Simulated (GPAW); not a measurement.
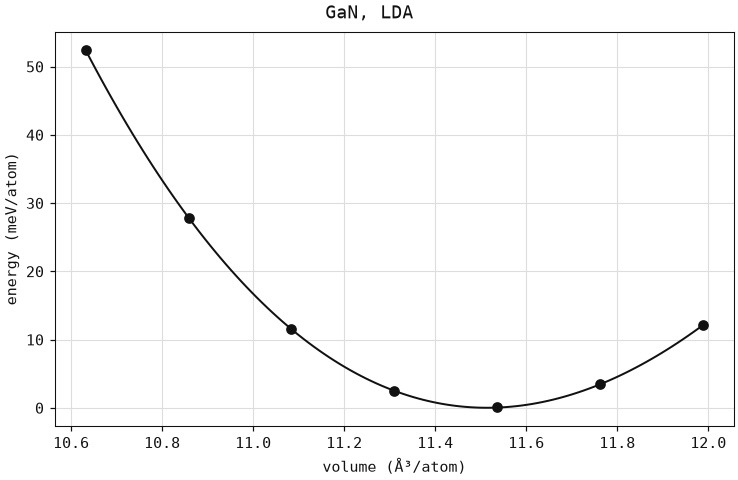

The plot gives the computed energy against volume for GaN, space group P6_3mc (No. 186).

The given structure:
```
CELL_PARAMETERS angstrom
3.18000 0.00000 0.00000
-1.59000 2.75396 0.00000
0.00000 0.00000 5.16600
ATOMIC_POSITIONS crystal
Ga 0.66667 0.33333 0.50000
Ga 0.33333 0.66667 0.00000
N 0.66667 0.33333 0.87500
N 0.33333 0.66667 0.37500
```

Computed with GPAW 26.7.0: PAW DFT in plane waves, on a grid or in atomic orbitals, no spin polarisation; energies at scaled volumes of the given cell, shape and fractions fixed, counted from the fit's minimum, third-order Birch-Murnaghan fit. Level: LDA.

k mesh 8×8×4; occupations Fermi–Dirac; smearing width 0.05 eV; potentials GPAW PAW data sets (gpaw data 1.2.1); wave cutoff 800 eV; program settings basis pw.

This calculation gives: equilibrium volume 11.51 Å³/atom and bulk modulus 214 GPa.

Now Ga is replaced by Al on all its sites, which gives AlN in the same structure. The second calculation uses k mesh 8×8×5. What happens?

The equilibrium volume falls from 11.51 to 10.29 Å³/atom (−11 %) and the bulk modulus hardly changes (214 and 213 GPa).

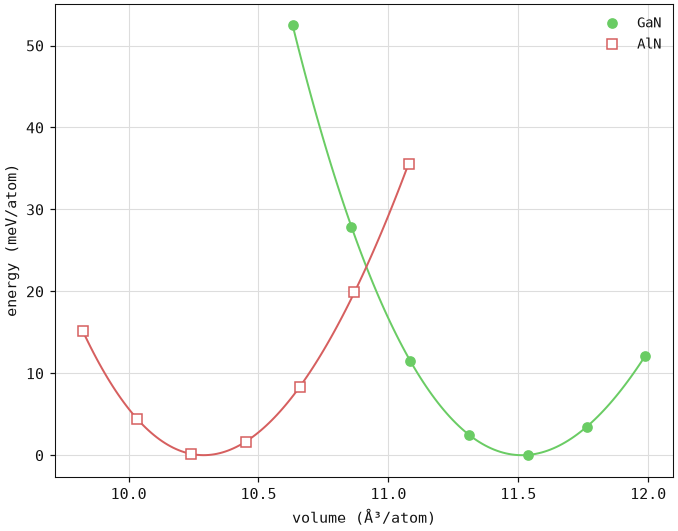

The two results together.

For both, limits of the calculation: shape and atomic fractions are frozen while scaling, which makes layered, chain and framework solids too stiff.

V0 and the bulk modulus come from third-order Birch–Murnaghan fits.
